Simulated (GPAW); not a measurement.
**LiF (Fm-3m): refractive index against wavelength**

The refractive index of LiF (Fm-3m) below the direct gap (8.80 eV on the mesh) is read from one computed spectrum, n = √(Re ε).

Cell: a, b, c = 2.848, 2.848, 2.848 Å (primitive vectors), 2 atoms.

Method: GPAW 26.7.0, LDA, RPA, k-mesh 15×15×15, local fields up to 50 eV, Lorentzian half width 0.15 eV.

Launch of the response step: `OMP_NUM_THREADS=1 python df.py`. The run took 19 s, its band step included, on 1 thread of Arm Neoverse V1 (shared host).

```tsv
wavelength (nm)	photon energy E (eV)	n
532	2.331	1.4177
450	2.755	1.4217
405	3.061	1.4251
365	3.397	1.4294
308	4.025	1.4389
266	4.661	1.4511
248	4.999	?
```

In the single-oscillator model n² − 1 = E₀E_d/(E₀² − E²), so 1/(n² − 1) = E₀/E_d − E²/(E₀E_d) is linear in E².

Working, on the rows shown:

| x = E² (eV²) | y = 1/(n² − 1) |
| --- | --- |
| 5.43137 | 0.990223 |
| 7.59115 | 0.97921 |
| 9.37179 | 0.970017 |
| 11.5384 | 0.958603 |
| 16.2043 | 0.934201 |
| 21.7255 | 0.904412 |

Means: x̄ = 11.977, ȳ = 0.95611. Σ(x − x̄)(y − ȳ) = -0.9585, Σ(x − x̄)² = 182. Slope = -0.9585 / 182 = -0.005268; intercept = ȳ − slope · x̄ = 1.0192. Turned back into n, the line misses the rows shown by at most 0.00015.

Problem. Fill in the last column of the withheld row.

Solution. At x = 24.994 the line gives y = 0.88754, that is 1.4583. The run gave 1.4589, so the extrapolation is off by 0.00058, 1.4 % of the range in the table.

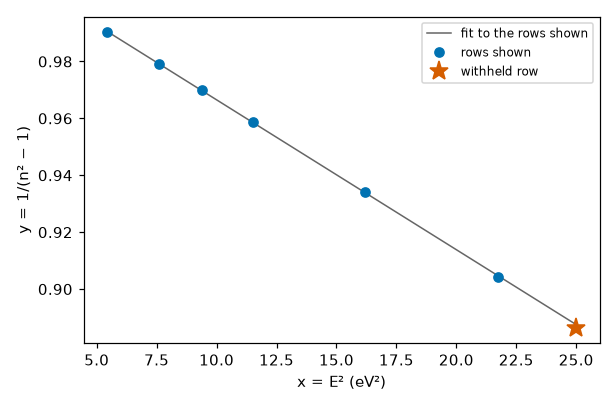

Refitted with all rows, the slope is -0.005313 and the intercept 1.0196. These give E₀ = √(intercept/−slope) = 13.85 eV and E_d = E₀/intercept = 13.6 eV; E₀ is 1.6 times the direct gap. The electronic limit at long wavelengths, without lattice vibrations, is n = √(1 + 1/intercept) = 1.407. Excitons are left out; LDA gaps are as a rule too small. The values come from a sum over the points of one k-mesh and carry its error, which grows as the direct gap shrinks. This version of GPAW has incomplete matrix elements in the optical limit, which can lower ε − 1 by up to a tenth where first-row anions or d states rule. The local-field cutoff holds few shells of reciprocal vectors for this small cell, so ε∞ can read a few per cent high.

[Logs are printed without paths, hosts, clocks, repeated set-up lines and the standing remarks that a program may print on its own settings, such as how far it seeks lower states.]
